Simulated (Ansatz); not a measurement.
# Single-point calculation of WS2

The run: single-point calculation of WS2 (P6₃/mmc, 6 atoms in the cell). Method and program: DFT r2SCAN, scalar-relativistic, plane waves, PAW, no spin polarisation (Ansatz 0.2.0).

The structure was built on a prototype by a generator; it need not be a known phase. Figures and captions count atoms from 1; the log counts them from 0 in places.

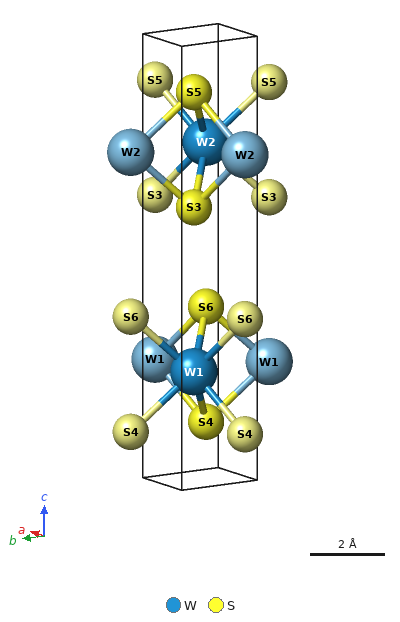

Fig. 1: The input geometry (ball-and-stick view of the cell of the calculation, seen at an oblique angle; neighbours outside the cell are drawn fainter; atoms are numbered from 1 in the order of the input).

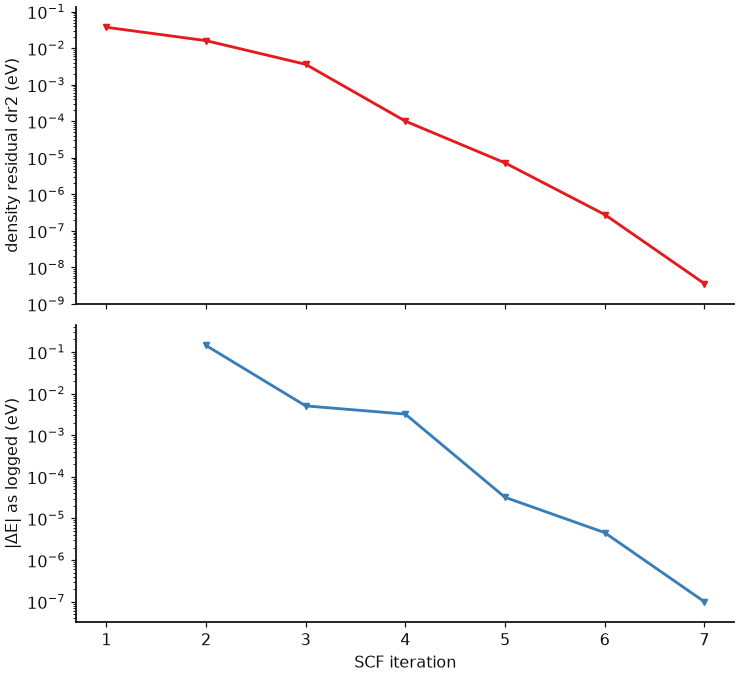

Fig. 2: Convergence of the self-consistent field: density residual dr2 and size of the energy change against the SCF iteration. The residual falls at every step.

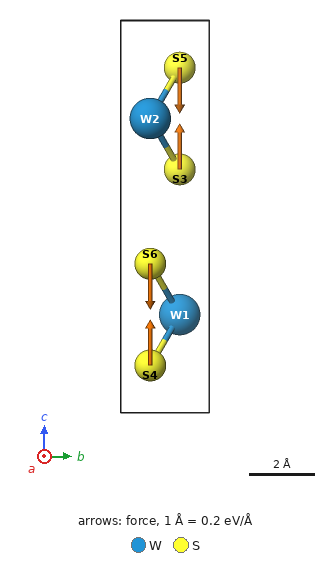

Fig. 3: Forces on the atoms as orange arrows (ball-and-stick view of the cell of the calculation, along the a axis; atoms are numbered from 1 in the order of the input). The largest act on all 4 S atoms (0.29 eV/Å). The geometry is not a stationary point of this energy.

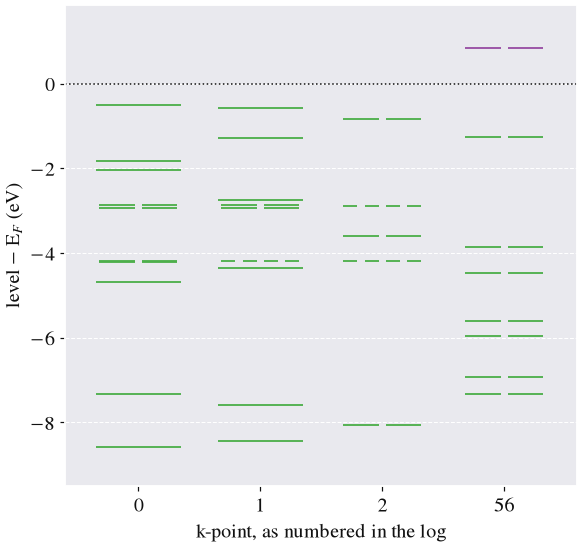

Fig. 4: Kohn–Sham levels near the Fermi level (dotted) at the few k-points that the log prints; levels within 0.02 eV of each other stand side by side. Among these points the highest filled and lowest empty levels are 1.34 eV apart; the gap on the full mesh, 1.00 eV, has an edge at a point that isn't printed.

The input and output of the run follow.

Input:
```yaml
crystal:
  lattice:
    - [3.1540974956, 2.9e-09, 0.0]
    - [-1.5770487503, 2.7315285558, 0.0]
    - [0.0, 0.0, 12.1405496618]
  atoms:
    - { symbol: W, position: [0.3333333333, 0.6666666667, 0.25] }
    - { symbol: W, position: [0.6666666667, 0.3333333333, 0.75] }
    - { symbol: S, position: [0.3333333333, 0.6666666667, 0.6202943474] }
    - { symbol: S, position: [0.6666666667, 0.3333333333, 0.1202943474] }
    - { symbol: S, position: [0.3333333333, 0.6666666667, 0.8797056526] }
    - { symbol: S, position: [0.6666666667, 0.3333333333, 0.3797056526] }
basis:
  ecutwfc: 500
kpoints:
  mp_grid: { grid: [12, 12, 4] }
  band_path:
    path:
      - [0.0, 0.0, 0.0]
      - [0.5, 0.0, 0.0]
      - [0.3333333333, 0.3333333333, 0.0]
      - [0.0, 0.0, 0.5]
      - [0.5, 0.0, 0.5]
      - [0.3333333333, 0.3333333333, 0.5]
      - [0.174479, 0.174479, 0.0]
    npoints: 1
hamiltonian:
  xc: r2scan
scf:
  occupations: { method: gaussian, width: 0.02 }
  n_extra_bands: 6
output:
  forces: true
  stress: true
  eigenvalues: true
```

Launch command:
```bash
ansatz run input.yaml --threads 2 --pin off --max-ram 5120MiB --backend cpu --events-out ev --progress --plain --runs-dir out
```

What the program printed:
```
scf.n_extra_bands = 6 over 26 filled bands (N_el = 52.0): the run solves 32 bands
Engine: ansatz 0.2.0, aarch64-unknown-linux-gnu
Pseudopotentials: kind: paw
Pseudopotential: W, paw, valence charge 14, recommended cutoff 500 eV (meta_gga), W.paw.azcp
Pseudopotential: S, paw, valence charge 6, recommended cutoff 500 eV (meta_gga), S.paw.azcp
Functional definition: r2SCAN
  parameter k0 = 0.174
  parameter k1 = 0.065
  parameter a1 = 4.9479
  exchange = r2scan_x(k0 = k0, k1 = k1, a1 = a1)
  correlation = r2scan_c
Crystal: 6 atoms, lattice volume = 104.597 Å³
Basis set: ecut = 500 eV, 2625 PW (Γ), exchange–correlation on 96×96×360 points (64 copies of the dense FFT grid, shifted against one another)
Bands: 32, of which v1, the nominal top of the filled ones, is band 26 counted from 1 (25 counted from 0)
Symmetry: 24 space group operations
Space group: P63/mmc (ITA 194), of the structure as read, at distance tolerance 4.7e-5 Å
k-points: 57 of 576
Non-local potential: W, projectors of the file, l = 0: 3, l = 1: 2, l = 2: 2, l = 3: 1
Non-local potential: S, projectors of the file, l = 0: 2, l = 1: 2, l = 2: 2
PAW form: soft (Blöchl's): semilocal exchange-correlation on the pseudo side does not see the compensation charge
PAW frozen core: W, regenerated for the run's functional (the file was generated under x = pbe(κ = 0.804, μ = 0.2195149727645171), c = pbe(β = 0.06672455060314922))
PAW frozen core: S, regenerated for the run's functional (the file was generated under x = pbe(κ = 0.804, μ = 0.2195149727645171), c = pbe(β = 0.06672455060314922))
PAW one-centre angular grid: W, 590 points (default); XC on 160 Gauss nodes
PAW one-centre angular grid: S, 302 points (default); XC on 160 Gauss nodes
Initial density: superposition of atomic densities (neutral atoms: chi_scale 0, normalization atom), corrected by the library's trained network
Initial wavefunctions: pseudopotential atomic-orbital guess
Functional: x = r2scan, c = r2scan; τ floored in thin density (d = 2e-4 eV/Å³)
SCF iter   1: F=—  HF=-24423.058199 eV  |F-HF|=—  |Δ(HF+E_count)|=         —  Δρ=7.92e-3  dr2=3.73e-2  dr2_τ=1.64e-1  ethr=1.77e-3  ⟨swp⟩=6.9  Hψ=8850  notcnv=0
preconditioner: auto → Resta (q_TF=auto, 2.428 Å⁻¹)  ε∞=7.0  [insulator: Δε(μ)=0.985 eV  Ē_g=8.897 eV  σ=0.020 eV  W_gap=1.00  n_scr=26 (ndim 8)  ℏωp=21.8 eV  f_vac=0.011  D(μ)=0.00/eV (n_scr^D=0)  ε∞_Penn≈7.0]
SCF iter   2: F=—  HF=-24423.202119 eV  |F-HF|=—  |Δ(HF+E_count)|=   1.44e-1  Δρ=4.81e-3  dr2=1.61e-2  dr2_τ=1.62e-3  ethr=7.18e-5  ⟨swp⟩=2.8  Hψ=3678  notcnv=0  defer=84
SCF iter   3: F=—  HF=-24423.207185 eV  |F-HF|=—  |Δ(HF+E_count)|=   5.07e-3  Δρ=2.64e-3  dr2=3.62e-3  dr2_τ=3.15e-4  ethr=3.09e-5  ⟨swp⟩=2.5  Hψ=2635  notcnv=0  defer=84
SCF iter   4: F=—  HF=-24423.210401 eV  |F-HF|=—  |Δ(HF+E_count)|=   3.22e-3  Δρ=2.73e-4  dr2=1.01e-4  dr2_τ=5.32e-6  ethr=6.97e-6  ⟨swp⟩=2.0  Hψ=3026  notcnv=0  defer=84
SCF iter   5: F=—  HF=-24423.210433 eV  |F-HF|=—  |Δ(HF+E_count)|=   3.22e-5  Δρ=6.94e-5  dr2=7.27e-6  dr2_τ=2.13e-7  ethr=1.95e-7  ⟨swp⟩=2.4  Hψ=2914  notcnv=0  defer=84
SCF iter   6: F=—  HF=-24423.210438 eV  |F-HF|=—  |Δ(HF+E_count)|=   4.56e-6  Δρ=1.23e-5  dr2=2.81e-7  dr2_τ=1.41e-8  ethr=1.40e-8  ⟨swp⟩=2.0  Hψ=2719  notcnv=0  defer=84
SCF iter   7: F=-24423.210438 eV  HF=-24423.210438 eV  |F-HF|=4.69e-9  |Δ(HF+E_count)|=   9.95e-8  Δρ=2.25e-6  dr2=3.62e-9  dr2_τ=3.47e-10  ethr=1.92e-10  ⟨swp⟩=9.6  Hψ=8587  notcnv=0
SCF 1 converged in 7 iterations: F = -24423.210438 eV  dr2 = 3.62e-9
  greatest PAW one-centre occupation: 0.999 electrons in one spin orbital (limit 2), on the W atom at site 1 (counted from 0), in its partial waves of l = 0
NSCF: frozen V_eff on 7 k-points
SCF converged after 7 iterations
Free energy (F): -24423.210438 eV
Harris-Foulkes:  -24423.210438 eV  (|F-HF|=4.69e-9)
Internal energy: -24423.210438 eV  (E = F + TS)
E sigma→0 (E₀):  -24423.210438 eV
Fermi energy:    12.451763 eV
--- Per-component energies (eV) ---
  E_band       = -398.056170
  E_kinetic    = 1335.060091
  E_local      = -3359.564296  (includes V_loc(G=0)·N_el)
  E_nonlocal   = 115.662171
  E_hartree    = 1327.304717
  E_xc         = -867.519313
  E_vxc        = -901.013226  (∫ρ·V_xc dr)
  E_paw        = -19624.448870  (= ΣΔE_a)
  E_vpaw       = -287.234527  (= ΣTr[D̂ρ^β])
  E_aug_tail   = -0.000095  (compensation charges beyond the density's cutoff)
  E_vtau       = 44.423499  (kinetic-family band-sum trace: ∫τ·v_τ [+ j·A + Jᵃ·Aᵃ] dr)
  E_ewald      = -3348.089877
  E_core_change = -1.614965  (= ΣΔE_core)
  E_smearing   = -0.000000  (= −TS)
  E_closure    = -0.000000  (closes the sum)
  Σ components = -24423.210438   (vs F -24423.210438, Δ=0.00e0)
--- Forces (eV/Å), atoms counted from 1 ---
  atom   1  W      0.00000000     0.00000000    -0.00000000
  atom   2  W     -0.00000000    -0.00000000     0.00000000
  atom   3  S     -0.00000000     0.00000000     0.28588444
  atom   4  S      0.00000000    -0.00000000     0.28588444
  atom   5  S      0.00000000     0.00000000    -0.28588444
  atom   6  S      0.00000000    -0.00000000    -0.28588444
  max |Σ_I F_I| component: 5.55e-17 eV/Å
--- Stress (GPa, compression-positive) ---
        2.699491       0.000000      -0.000000
       -0.000000       2.699491       0.000000
       -0.000000       0.000000       1.188833
  P = ⅓ Tr σ = 2.1959 GPa (21.959 kbar)
--- Band table (eV; the first three rows and the last of 57) ---
  k-point 0: bands = ["-64.6193", "-64.6193", "-28.2729", "-28.2729", "-28.0846", "-28.0846", "-28.0846", "-28.0846", "-4.4977", "-4.2062", "-2.9212", "-2.3800", "3.8702", "5.1220", "7.7705", "8.2494", "8.2494", "8.2695", "8.2695", "9.5145", "9.5145", "9.5863", "9.5863", "10.4067", "10.6157", "11.9544", "14.3396", "14.3396", "14.3521", "14.3521", "14.3664", "14.3664"]
  k-point 1: bands = ["-64.6193", "-64.6193", "-28.2730", "-28.2729", "-28.0846", "-28.0846", "-28.0846", "-28.0846", "-4.4634", "-4.2606", "-2.8328", "-2.4537", "4.0154", "4.8746", "8.1078", "8.2522", "8.2522", "8.2664", "8.2664", "9.5250", "9.5250", "9.5757", "9.5757", "9.7034", "11.1704", "11.8741", "14.3293", "14.3293", "14.3460", "14.3460", "14.4092", "14.4092"]
  k-point 2: bands = ["-64.6193", "-64.6193", "-28.2729", "-28.2729", "-28.0846", "-28.0846", "-28.0846", "-28.0846", "-4.3714", "-4.3714", "-2.6366", "-2.6366", "4.4013", "4.4013", "8.2592", "8.2592", "8.2592", "8.2592", "8.8543", "8.8543", "9.5503", "9.5503", "9.5503", "9.5503", "11.6204", "11.6204", "14.3337", "14.3337", "14.3337", "14.3337", "14.4838", "14.4838"]
  k-point 56: bands = ["-64.5953", "-64.5953", "-28.3741", "-28.3741", "-28.3373", "-28.3373", "-28.1893", "-28.1893", "-1.7183", "-1.7183", "-1.6513", "-1.6513", "5.1284", "5.1284", "5.5248", "5.5248", "6.4872", "6.4872", "6.8551", "6.8551", "7.9686", "7.9686", "8.5952", "8.5952", "11.1945", "11.1945", "13.2894", "13.2894", "14.6058", "14.6058", "15.5093", "15.5093"]
```

Results in brief:

```json
{"quantity": "outcome", "value": "converged"}
{"quantity": "space group (tolerance 0.01 Å)", "value": "P6₃/mmc (194)"}
{"quantity": "electrons treated", "value": "52"}
{"quantity": "free energy", "value": "−24423.2104 eV"}
{"quantity": "Fermi energy", "value": "12.452 eV"}
{"quantity": "gap on the k-point mesh", "value": "1.00 eV"}
{"quantity": "gap on the band path", "value": "0.99 eV"}
{"quantity": "pressure", "value": "2.20 GPa"}
{"quantity": "largest force (length of the vector)", "value": "0.286 eV/Å"}
{"quantity": "hardware", "value": "2 threads of Arm Neoverse V1, 24 GiB of memory available, shared host"}
{"quantity": "wall time", "value": "15 s (CPU time 29 s)"}
{"quantity": "peak memory", "value": "0.66 GiB"}
```

Spin–orbit coupling is left out, which matters for W.
